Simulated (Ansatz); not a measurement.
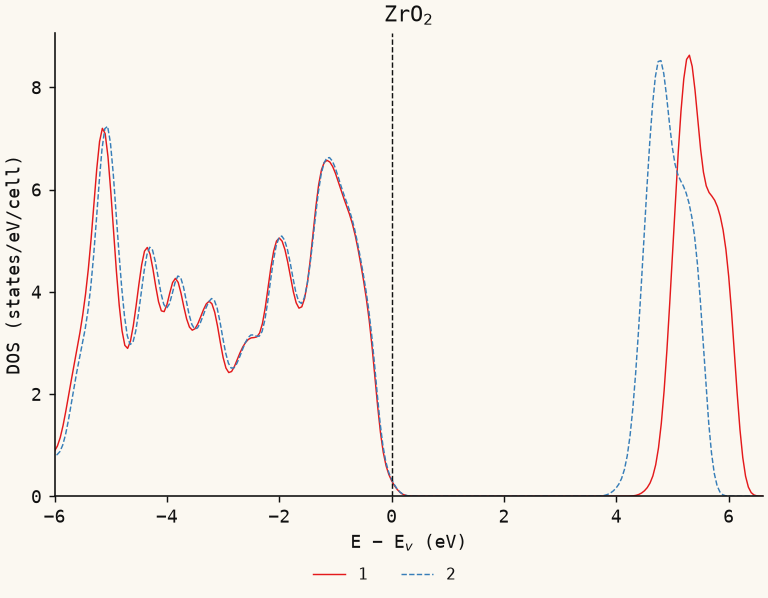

Total densities of states of ZrO$_{2}$, space group P4_2/nmc, 6 atoms in the cell, hydrostatic strain −4.8%, by two methods on the same cell. The curves are built from the levels of the k mesh with Gaussians 0.3 eV wide, which also blur the band edges. Each is counted from its own valence-band top.

Question: Which curve is which? The methods: PBE, r2SCAN.

Answer: 1 is r2SCAN; 2 is PBE. r2SCAN gives a gap of 4.52 eV and PBE gives a gap of 3.96 eV.

Settings. r2SCAN: DFT, r2SCAN, plane waves, PAW, no spin polarisation, 8×8×6 k mesh, 500 eV cutoff (Ansatz). PBE: DFT, PBE, plane waves, PAW, no spin polarisation, 8×8×6 k mesh, 420 eV cutoff (Ansatz 0.2.0).
